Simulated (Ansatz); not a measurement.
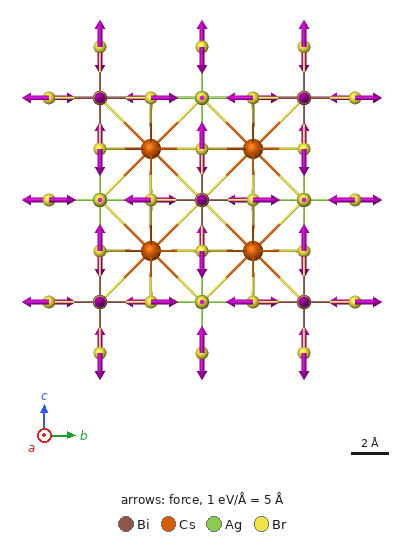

Starting geometry of crystalline Cs$_{2}$AgBiBr$_{6}$ (set up in Fm-3m) with the computed forces as purple arrows. A ball-and-stick model of the conventional cell (4 times the calculation's cell), seen along the a axis. Lengths and directions refer to the drawn axes.

The run lets cell and atoms move.

Level of theory: Kohn-Sham DFT of a periodic cell, PBEsol, Ansatz PAW (Ansatz).

Input
```yaml
crystal:
  lattice:
    - [0.0, 5.6161, 5.6161]
    - [5.6161, 0.0, 5.6161]
    - [5.6161, 5.6161, 0.0]
  atoms:
    - { symbol: Bi, position: [0.0, 0.0, 0.0] }
    - { symbol: Cs, position: [0.75, 0.75, 0.75] }
    - { symbol: Cs, position: [0.25, 0.25, 0.25] }
    - { symbol: Ag, position: [0.5, 0.5, 0.5] }
    - { symbol: Br, position: [0.74945, 0.74945, 0.25055] }
    - { symbol: Br, position: [0.25055, 0.25055, 0.74945] }
    - { symbol: Br, position: [0.74945, 0.25055, 0.25055] }
    - { symbol: Br, position: [0.74945, 0.25055, 0.74945] }
    - { symbol: Br, position: [0.25055, 0.74945, 0.74945] }
    - { symbol: Br, position: [0.25055, 0.74945, 0.25055] }
hamiltonian:
  xc: pbesol
  pseudopotentials: { kind: paw }
kpoints:
  mp_grid: { grid: [3, 3, 3] }
scf:
  occupations: { method: fermi_dirac, width: 0.05 }
output:
  forces: true
  stress: true
  eigenvalues: true
relax:
  f_tol: 0.01
  max_steps: 40
  cell: { stress_tol: 0.05 }
```

Launched with:
```bash
ansatz run input.yaml --threads 4 --pin off --max-ram 11264MiB --backend cpu --events-out ev --progress --plain --runs-dir out
```

> Is this structure relaxed? If not, where do the atoms go?

It isn't relaxed: the largest force vector, on Br atoms, is 0.30 eV/Å. The atoms end up moving mostly along the starting forces (cosine between the two patterns 1.00). The largest moves relative to the cell, 0.037 Å, are those of Br atoms. Cs and Bi and Ag stay in place. The drawn cell changes as follows: a = b = c 11.232 → 11.187 Å (−0.4 %); the volume changes by −1.2 %. Near-neighbour distances that change, for instance: Ag–Br 2.802 → 2.753 Å, Bi–Br 2.814 → 2.840 Å, Br–Cs 3.971 → 3.956 Å. The space group stays Fm-3m (No. 225). The energy falls by 34.4 meV per cell of the calculation in 3 accepted moves (4 points after the start). Largest force component: 0.3 eV/Å at the start, 0.00033 eV/Å at the end. The pressure goes from −0.03 to 0.00 GPa. The SCF was repeated once at an unchanged geometry on a basis and grid sized afresh for the cell, which shifted the energy by 0.3 meV per cell of the calculation at most. Cost: 10 s on 4 threads of Arm Neoverse V1 (shared host), peak memory 0.81 GiB.
